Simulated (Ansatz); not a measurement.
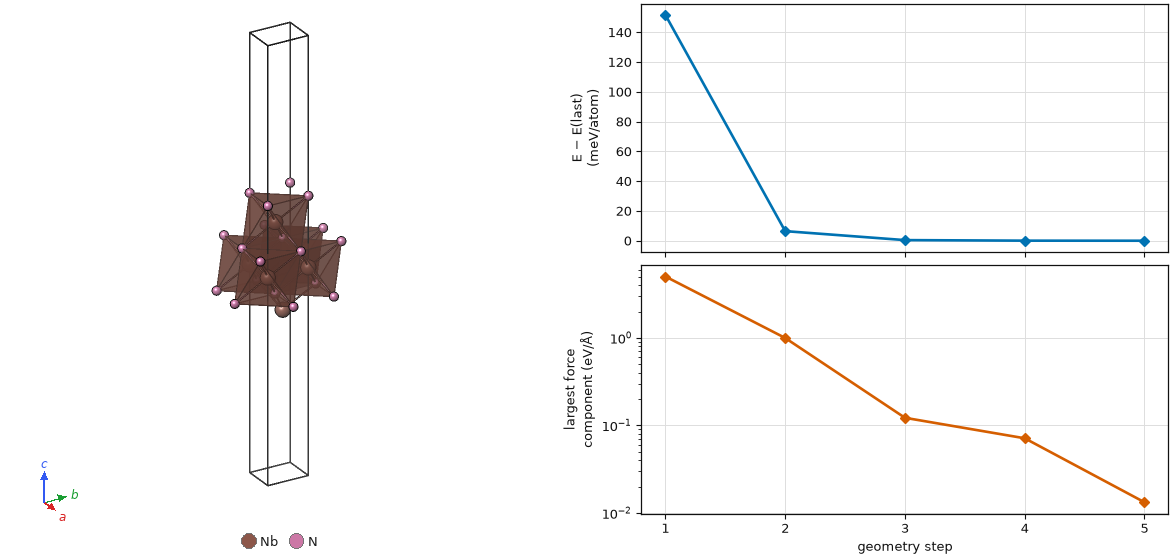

Beside the plot: the structure at the start.

History of a geometry optimisation. The run: NbN (slab, 6 atoms in the cell), by Ansatz, DFT PBEsol, scalar-relativistic, plane waves, PAW; cutoff 420 eV, 9×9×1 k-mesh, Gaussian smearing of 0.1 eV. Only the atoms move.

The optimisation met its thresholds at geometry 5, counting the start as the first. The energy fell by about 150 meV/atom from the first step to the last. The largest force component goes from about 5 eV/Å at the start to 0.013 eV/Å at the end.
